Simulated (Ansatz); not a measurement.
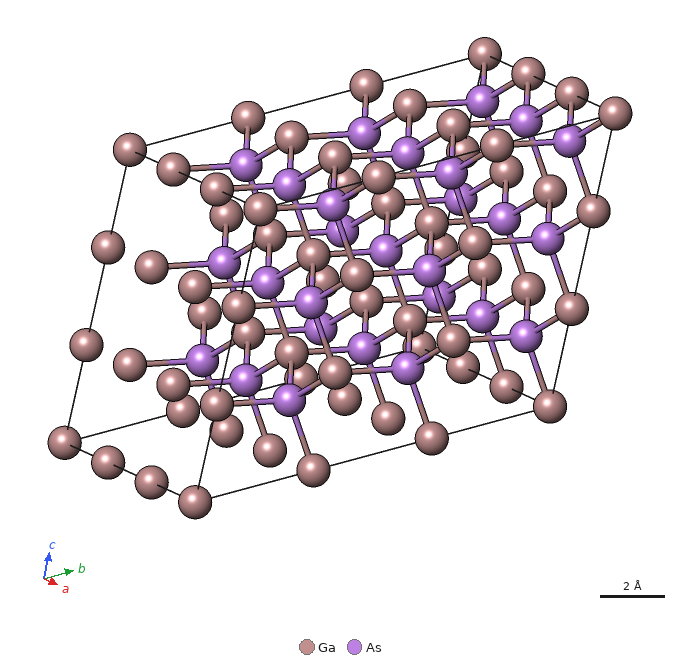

Figure 1. The structure as given in the input (ball-and-stick view of the cell of the calculation, seen slightly off an axis). Near neighbours in the crystal (not all of them lie inside the picture): Ga has 4 As at 2.43 Å; As has 4 Ga at 2.43 Å.

## Single-point calculation of GaAs (part 1 of 2)

- system: GaAs (F-43m, 54 atoms in the cell)
- method: DFT LDA, scalar-relativistic, plane waves, PAW, no spin polarisation (Ansatz 0.2.0)

The structure derives from a Materials Project entry. It belongs to a series of runs on one base structure; here: the perfect crystal in a cell of 54 atoms.

Output:
```
Engine: ansatz 0.2.0, x86_64-unknown-linux-gnu
Pseudopotentials: kind: paw
Pseudopotential: Ga, paw, valence charge 13, recommended cutoff 420 eV (normal), Ga.paw.azcp
Pseudopotential: As, paw, valence charge 15, recommended cutoff 420 eV (normal), As.paw.azcp
Functional definition: SPW92
  exchange = slater_x
  correlation = pw_c
Crystal: 54 atoms, lattice volume = 1187.557 Å³
Basis set: ecut = 420 eV, 23289 PW (Γ), exchange–correlation on 160×160×160 points (8 copies of the dense FFT grid, shifted against one another)
Bands: 454, of which v1, the nominal top of the filled ones, is band 378 counted from 1 (377 counted from 0)
Symmetry: 648 space group operations
Space group: F-43m (ITA 216), of the structure as read, at distance tolerance 1.1e-4 Å
k-points: 3 of 8
Non-local potential: Ga, projectors of the file, l = 0: 2, l = 1: 2, l = 2: 3, l = 3: 1
Non-local potential: As, projectors of the file, l = 0: 2, l = 1: 2, l = 2: 3, l = 3: 1
PAW form: soft (Blöchl's): semilocal exchange-correlation on the pseudo side does not see the compensation charge
PAW frozen core: Ga, regenerated for the run's functional, and the local potential with it (the file was generated under x = pbe(κ = 0.804, μ = 0.2195149727645171), c = pbe(β = 0.06672455060314922))
PAW frozen core: As, regenerated for the run's functional, and the local potential with it (the file was generated under x = pbe(κ = 0.804, μ = 0.2195149727645171), c = pbe(β = 0.06672455060314922))
PAW one-centre angular grid: Ga, 590 points (default); XC on 64 Gauss nodes
PAW one-centre angular grid: As, 590 points (default); XC on 64 Gauss nodes
Initial density: superposition of atomic densities (neutral atoms: chi_scale 0, normalization atom), corrected by the library's trained network
Initial wavefunctions: pseudopotential atomic-orbital guess
Functional: x = slater, c = lda
SCF iter   1: F=—  HF=-228994.375441 eV  |F-HF|=—  |Δ(HF+E_count)|=         —  Δρ=4.77e-3  dr2=1.50e-1  ethr=1.77e-3  ⟨swp⟩=6.0  Hψ=4505  notcnv=0  defer=21
preconditioner: auto → Resta (q_TF=auto, 2.530 Å⁻¹)  ε∞=3.7  [insulator: Δε(μ)=0.459 eV  Ē_g=14.565 eV  σ=0.020 eV  W_gap=1.00  n_scr=330 (ndim 8)  ℏωp=23.8 eV  f_vac=0.081  D(μ)=0.00/eV (n_scr^D=0)  ε∞_Penn≈3.7]
SCF iter   2: F=—  HF=-228994.298745 eV  |F-HF|=—  |Δ(HF+E_count)|=   7.67e-2  Δρ=2.57e-3  dr2=4.04e-2  ethr=1.98e-5  ⟨swp⟩=3.0  Hψ=2726  notcnv=0  defer=205
SCF iter   3: F=—  HF=-228994.293568 eV  |F-HF|=—  |Δ(HF+E_count)|=   5.18e-3  Δρ=5.43e-4  dr2=2.61e-3  ethr=5.35e-6  ⟨swp⟩=2.0  Hψ=1398  notcnv=0  defer=205
SCF iter   4: F=—  HF=-228994.293712 eV  |F-HF|=—  |Δ(HF+E_count)|=   1.45e-4  Δρ=1.15e-4  dr2=2.28e-4  ethr=3.46e-7  ⟨swp⟩=2.0  Hψ=2291  notcnv=0  defer=205
SCF iter   5: F=—  HF=-228994.293585 eV  |F-HF|=—  |Δ(HF+E_count)|=   1.28e-4  Δρ=6.65e-5  dr2=4.59e-5  ethr=3.01e-8  ⟨swp⟩=2.0  Hψ=2291  notcnv=0  defer=205
SCF iter   6: F=—  HF=-228994.294005 eV  |F-HF|=—  |Δ(HF+E_count)|=   4.21e-4  Δρ=2.11e-5  dr2=4.57e-6  ethr=6.06e-9  ⟨swp⟩=2.0  Hψ=1886  notcnv=0  defer=205
SCF iter   7: F=—  HF=-228994.294004 eV  |F-HF|=—  |Δ(HF+E_count)|=   1.03e-6  Δρ=6.14e-6  dr2=3.10e-7  ethr=6.04e-10  ⟨swp⟩=2.0  Hψ=2291  notcnv=0  defer=205
SCF iter   8: F=-228994.294004 eV  HF=-228994.294004 eV  |F-HF|=5.76e-9  |Δ(HF+E_count)|=   1.21e-7  Δρ=1.19e-6  dr2=1.35e-8  ethr=1.32e-11  ⟨swp⟩=11.7  Hψ=9328  notcnv=0
SCF 1 converged in 8 iterations: F = -228994.294004 eV  dr2 = 1.35e-8
  greatest PAW one-centre occupation: 0.999 electrons in one spin orbital (limit 2), on the As atom at site 53 (counted from 0), in its partial waves of l = 2
```

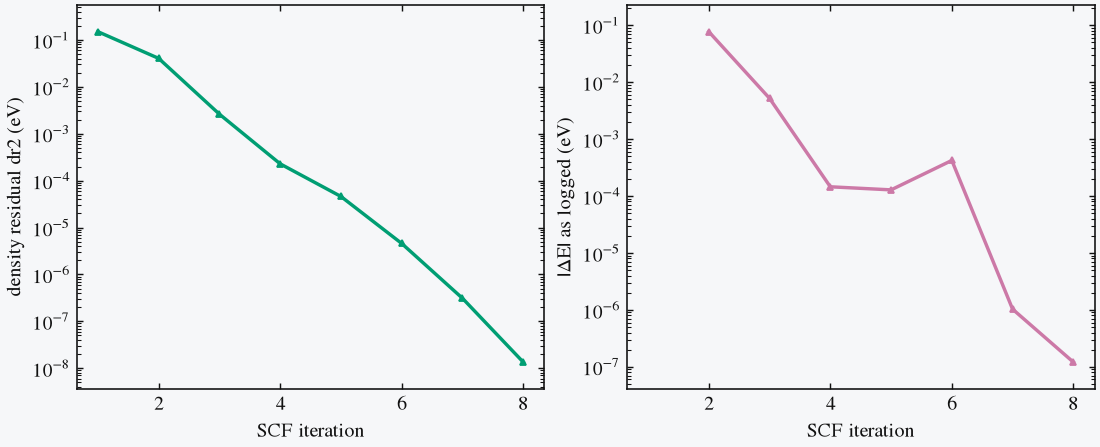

Figure 2. Convergence of the self-consistent field: density residual dr2 and size of the energy change against the SCF iteration. The residual falls at every step.

```
SCF converged after 8 iterations
Free energy (F): -228994.294004 eV
Harris-Foulkes:  -228994.294004 eV  (|F-HF|=5.76e-9)
Internal energy: -228994.294004 eV  (E = F + TS)
E sigma→0 (E₀):  -228994.294004 eV
Fermi energy:    8.489742 eV
--- Per-component energies (eV) ---
  E_band       = -8498.981239
  E_kinetic    = 5967.263131
  E_local      = -104979.587955  (includes V_loc(G=0)·N_el)
  E_nonlocal   = -6438.483132
  E_hartree    = 52882.057148
  E_xc         = -4003.668169
  E_vxc        = -3749.472093  (∫ρ·V_xc dr)
  E_paw        = -99004.587730  (= ΣΔE_a)
  E_vpaw       = -5062.820173  (= ΣTr[D̂ρ^β])
  E_aug_tail   = -0.002880  (compensation charges beyond the density's cutoff)
  E_ewald      = -73519.984586
  E_core_change = 102.700169  (= ΣΔE_core)
  E_smearing   = -0.000000  (= −TS)
  E_closure    = 0.000000  (closes the sum)
  Σ components = -228994.294004   (vs F -228994.294004, Δ=0.00e0)
--- Forces (eV/Å), atoms counted from 1 ---
  atom   1  Ga     0.00000000     0.00000000     0.00000000
  atom   2  Ga     0.00000000     0.00000000     0.00000000
  atom   3  Ga     0.00000000     0.00000000     0.00000000
  atom   4  Ga     0.00000000     0.00000000     0.00000000
  atom   5  Ga     0.00000000     0.00000000     0.00000000
  atom   6  Ga     0.00000000     0.00000000     0.00000000
  atom   7  Ga     0.00000000     0.00000000     0.00000000
  atom   8  Ga     0.00000000     0.00000000    -0.00000000
  atom   9  Ga     0.00000000     0.00000000     0.00000000
  atom  10  Ga     0.00000000     0.00000000     0.00000000
  atom  11  Ga     0.00000000     0.00000000     0.00000000
  atom  12  Ga     0.00000000     0.00000000     0.00000000
  atom  13  Ga     0.00000000     0.00000000     0.00000000
  atom  14  Ga     0.00000000     0.00000000     0.00000000
  atom  15  Ga     0.00000000     0.00000000     0.00000000
  atom  16  Ga     0.00000000     0.00000000     0.00000000
  atom  17  Ga     0.00000000     0.00000000     0.00000000
  atom  18  Ga     0.00000000     0.00000000    -0.00000000
  atom  19  Ga     0.00000000     0.00000000     0.00000000
  atom  20  Ga     0.00000000     0.00000000     0.00000000
  atom  21  Ga     0.00000000     0.00000000     0.00000000
  atom  22  Ga     0.00000000     0.00000000     0.00000000
  atom  23  Ga     0.00000000     0.00000000     0.00000000
  atom  24  Ga     0.00000000     0.00000000     0.00000000
  atom  25  Ga     0.00000000     0.00000000    -0.00000000
  atom  26  Ga     0.00000000     0.00000000    -0.00000000
  atom  27  Ga     0.00000000     0.00000000     0.00000000
  atom  28  As    -0.00000000    -0.00000000    -0.00000000
  atom  29  As    -0.00000000    -0.00000000     0.00000000
  atom  30  As    -0.00000000    -0.00000000     0.00000000
  atom  31  As    -0.00000000    -0.00000000    -0.00000000
  atom  32  As    -0.00000000    -0.00000000    -0.00000000
  atom  33  As    -0.00000000    -0.00000000    -0.00000000
  atom  34  As    -0.00000000    -0.00000000    -0.00000000
  atom  35  As    -0.00000000    -0.00000000    -0.00000000
  atom  36  As    -0.00000000    -0.00000000    -0.00000000
  atom  37  As    -0.00000000    -0.00000000    -0.00000000
  atom  38  As    -0.00000000    -0.00000000     0.00000000
  atom  39  As    -0.00000000    -0.00000000     0.00000000
  atom  40  As    -0.00000000    -0.00000000    -0.00000000
  atom  41  As    -0.00000000    -0.00000000    -0.00000000
  atom  42  As    -0.00000000    -0.00000000     0.00000000
  atom  43  As    -0.00000000    -0.00000000    -0.00000000
  atom  44  As    -0.00000000     0.00000000    -0.00000000
  atom  45  As    -0.00000000    -0.00000000    -0.00000000
  atom  46  As    -0.00000000    -0.00000000     0.00000000
  atom  47  As    -0.00000000    -0.00000000     0.00000000
  atom  48  As    -0.00000000    -0.00000000     0.00000000
  atom  49  As    -0.00000000    -0.00000000    -0.00000000
  atom  50  As    -0.00000000    -0.00000000    -0.00000000
  atom  51  As    -0.00000000    -0.00000000    -0.00000000
  atom  52  As    -0.00000000    -0.00000000    -0.00000000
  atom  53  As    -0.00000000    -0.00000000    -0.00000000
  atom  54  As    -0.00000000    -0.00000000     0.00000000
  max |Σ_I F_I| component: 1.66e-15 eV/Å
--- Stress (GPa, compression-positive) ---
       -0.046649      -0.000000       0.000000
        0.000000      -0.046649      -0.000000
       -0.000000      -0.000000      -0.046649
  P = ⅓ Tr σ = -0.0466 GPa (-0.466 kbar)
--- Band table (eV) ---
  k-point 0: bands = ["-27.0678", "-27.0678", "-27.0678", "-27.0678", "-27.0678", "-27.0678", "-27.0671", "-27.0671", "-27.0671", "-27.0670", ... 244 levels left out ..., "-6.6267", "-6.6267", "-6.6267", "-6.6267", "-6.6267", "-6.6267", "-6.6267", "-6.6267", "-6.6267", "-6.6267", "-6.6198", "-6.6198", "-6.6198", "-6.6198", "-6.6198", "-6.6198", "-4.7308", "-3.5376", "-3.5376", "-3.5376", "-3.5376", "-3.5376", "-3.5376", "-3.5376", "-3.5376", "-3.1134", "-3.1134", "-3.1134", "-3.1134",
      "-3.1134", "-3.1134", "-2.3160", "-2.3160", "-2.3160", "-2.3160", "-2.3160", "-2.3160", "-2.3160", "-2.3160", "-2.3160", "-2.3160", "-2.3160", "-2.3160", "1.6198", "1.6198", "1.6198", "1.6198", "1.6198", "1.6198", "1.6198", "1.6198", "1.6198", "1.6198", "1.6198", "1.6198", "2.7141", "2.7141", "2.7141", "2.7141", "2.7141", "2.7141", "2.7141", "2.7141", "2.7649", "2.7649", "2.7649", "2.7649", "2.7649", "2.7649",
      "4.1069", "4.1069", "4.1069", "4.1069", "4.1069", "4.1069", "4.1069", "4.1069", "4.1069", "4.1069", "4.1069", "4.1069", "5.9325", "5.9325", "5.9325", "5.9325", "5.9325", "5.9325", "5.9325", "5.9325", "5.9325", "5.9325", "5.9325", "5.9325", "6.2139", "6.2139", "6.2139", "6.2139", "6.2139", "6.2139", "6.2139", "6.2139", "6.2139", "6.2139", "6.2139", "6.2139", "7.2836", "7.2836", "7.2836", "7.2836",
      "7.2836", "7.2836", "7.2836", "7.2836", "7.2836", "7.2836", "7.2836", "7.2836", "7.2836", "7.2836", "7.2836", "7.2836", "8.2484", "8.2484", "8.2484", "8.7301", "9.3877", "9.3877", "9.3877", "9.3877", "9.3877", "9.3877", "9.3877", "9.3877", "9.6820", "9.6820", "9.6820", "9.6820", "9.6820", "9.6820", "10.3774", "10.3774", "10.3774", "10.3774", "10.3774", "10.3774", "10.3774", "10.3774", "10.3774", "10.3774",
      "10.3774", "10.3774", "10.7861", "10.7861", "10.7861", "10.7861", "10.7861", "10.7861", "11.9352", "11.9352", "11.9352", "12.9171", "12.9171", "12.9171", "12.9171", "12.9171", "12.9171", "12.9171", "12.9171", "12.9171", "12.9171", "12.9171", "12.9171", "12.9171", "12.9171", "12.9171", "12.9171", "14.1380", "14.1380", "14.1380", "14.1380", "14.1380", "14.1380", "14.1380", "14.1380", "14.1380", "14.1380", "14.1380", "14.1380", "15.4548",
      "15.4548", "15.4548", "15.4548", "15.4548", "15.4548", "15.4548", "15.4548", "15.4548", "15.4548", "15.4548", "15.4548"]
```
